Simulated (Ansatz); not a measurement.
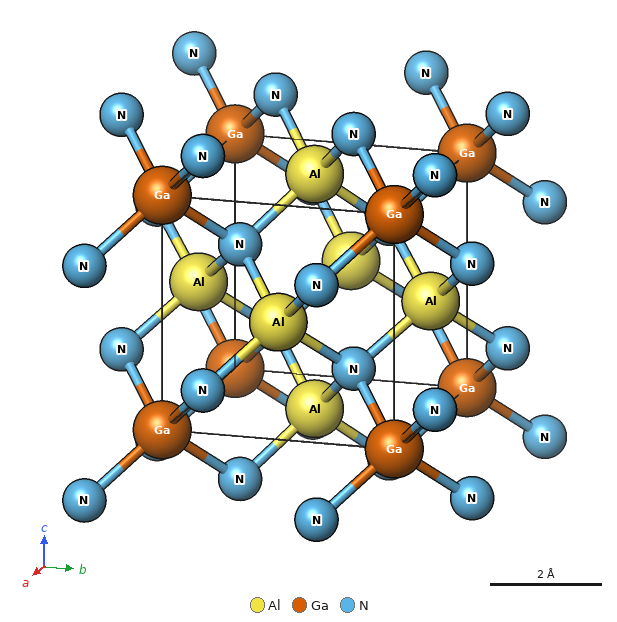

Structure drawing (ball-and-stick), viewed slightly off an axis. Atoms at the boundary of the conventional unit cell (the box) are drawn once for each face, edge or corner they touch. The bonded neighbours beyond the faces are included.

Al₃GaN₄, space group P-43m (No. 215), a = 4.41 Å, b = 4.41 Å, c = 4.41 Å, α = 90.00°, β = 90.00°, γ = 90.00°.

Run with Ansatz 0.2.0, DFT PBEsol, scalar-relativistic, plane waves, PAW and these settings: a 420 eV plane-wave basis, Brillouin-zone sampling on a 6×6×6 mesh, Gaussian smearing of 0.02 eV, no spin polarisation.

What is the electronic character?

Answer. An insulator at this level, with a gap of 3.32 eV on the k-mesh (the true edges may lie between mesh points, so the gap can be somewhat smaller).

It goes back to a structure listed in the Materials Project. The picture shows the end point of a geometry optimisation with DFT PBEsol, scalar-relativistic, plane waves, PAW in Ansatz 0.2.0.
